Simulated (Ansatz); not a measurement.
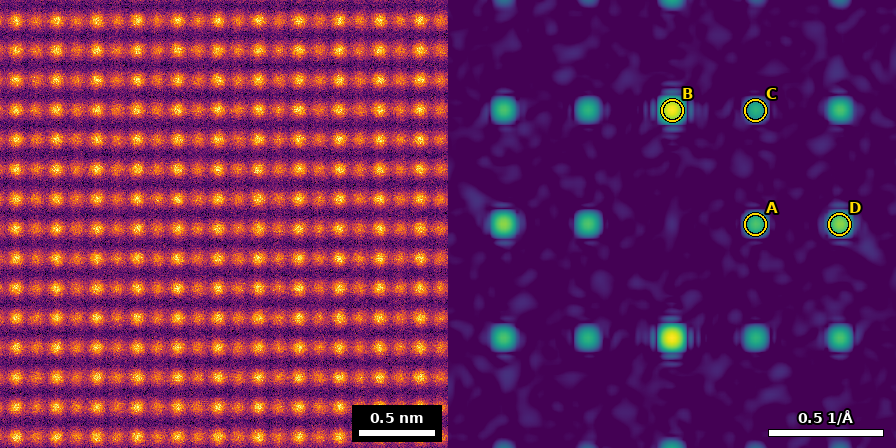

iDPC-like image of CoSi (P4/mmm, No. 123) along [101]. Simulated as the projected potential of neutral atoms (B = 0.8 Å²) blurred by a 0.61 Å probe, the thin-sample limit of integrated differential phase contrast. The display is stretched by a gamma of 0.65; percentages refer to the linear signal. Shot noise was added. Model: the end point of a relaxation with DFT PBE, scalar-relativistic, plane waves, PAW in Ansatz; the starting structure was generated, so it need not be a known form of this composition.

The right panel is the modulus of the image's Fourier transform on a logarithmic scale.

a = 2.704 Å, b = 2.704 Å, c = 2.945 Å, α = 90.00°, β = 90.00°, γ = 90.00°

### Index the marked spots and give their plane spacings (the zone axis points at the viewer; indices equivalent by symmetry, or all signs reversed, are as good).

A: (010), d = 2.70 Å; B: (-1 0 1), d = 1.99 Å; C: (-1 1 1), d = 1.60 Å; D: (020), d = 1.35 Å. A and B enclose 90°, and every spot obeys the zone law hu + kv + lw = 0 for [101].
